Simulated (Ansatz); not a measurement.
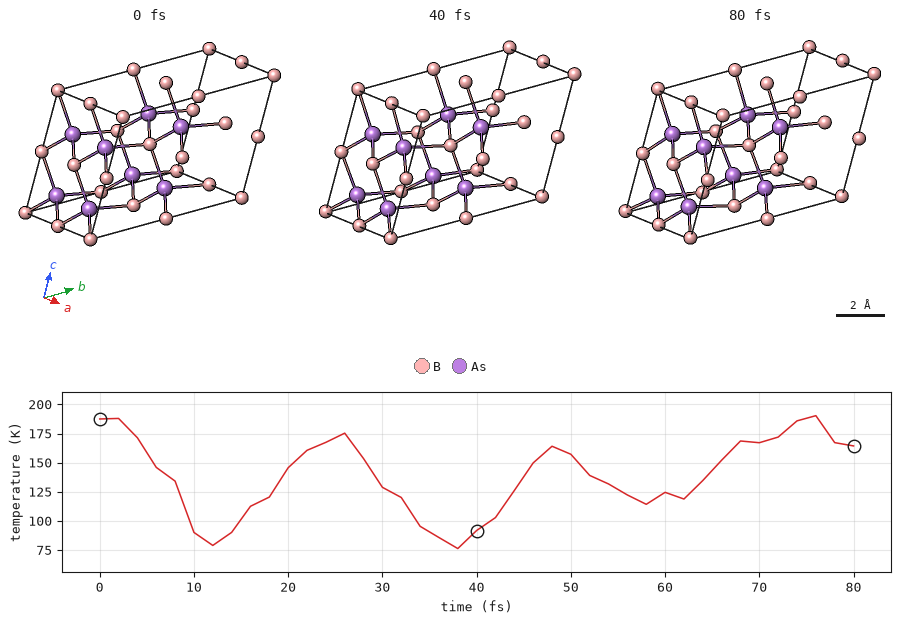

A Born-Oppenheimer molecular dynamics run of a 16-atom cell of BAs (built on the measured structure type), 80 fs long. Frames and the history of the run. Style: ball-and-stick. Shown: the reduced simulation cell, slightly off an axis. Bonds to atoms that aren't drawn are left out. Lengths and directions refer to the drawn axes.

These are results of Ansatz 0.2.0, DFT, PBE, plane waves, PAW, not measurements. Settings: plane-wave cutoff 420 eV; k-point mesh 2 × 2 × 2; Fermi-Dirac smearing 0.02 eV; Langevin thermostat (NVT); set temperature 200 K; time step 2 fs.

Input file:
```yaml
crystal:
  lattice:
    - [0.0, 4.7837397954, 4.7837397954]
    - [4.7837397954, 0.0, 4.7837397954]
    - [4.7837397954, 4.7837397954, 0.0]
  atoms:
    - { symbol: B, position: [0.0, 0.0, 0.0] }
    - { symbol: As, position: [0.125, 0.125, 0.125] }
    - { symbol: B, position: [0.0, 0.0, 0.5] }
    - { symbol: As, position: [0.125, 0.125, 0.625] }
    - { symbol: B, position: [0.0, 0.5, 0.0] }
    - { symbol: As, position: [0.125, 0.625, 0.125] }
    - { symbol: B, position: [0.0, 0.5, 0.5] }
    - { symbol: As, position: [0.125, 0.625, 0.625] }
    - { symbol: B, position: [0.5, 0.0, 0.0] }
    - { symbol: As, position: [0.625, 0.125, 0.125] }
    - { symbol: B, position: [0.5, 0.0, 0.5] }
    - { symbol: As, position: [0.625, 0.125, 0.625] }
    - { symbol: B, position: [0.5, 0.5, 0.0] }
    - { symbol: As, position: [0.625, 0.625, 0.125] }
    - { symbol: B, position: [0.5, 0.5, 0.5] }
    - { symbol: As, position: [0.625, 0.625, 0.625] }
kpoints:
  mp_grid: { grid: [2, 2, 2] }
hamiltonian:
  xc: pbe
scf:
  occupations: { method: fermi_dirac, width: 0.02 }
md:
  ensemble: nvt_langevin
  temperature: 200
  timestep: 2.0
  n_steps: 40
  initial_velocities: maxwell_boltzmann
  seed: 729
```

Command:
```bash
ansatz run input.yaml --threads 4 --pin off --max-ram 3686MiB --backend cpu --events-out ev --progress --plain --runs-dir out
```

What happens in this trajectory?

In the second half of the run the atoms are, in the root-mean-square, this far from where they began (common drift taken out): B 0.07 Å, As 0.06 Å. The run lasts only 80 fs, too short to tell vibration from diffusion. Over the second half the temperature averages 145 K (spread ±27 K). The potential energy in the second half lies on average 20.4 meV per atom above the first frame.
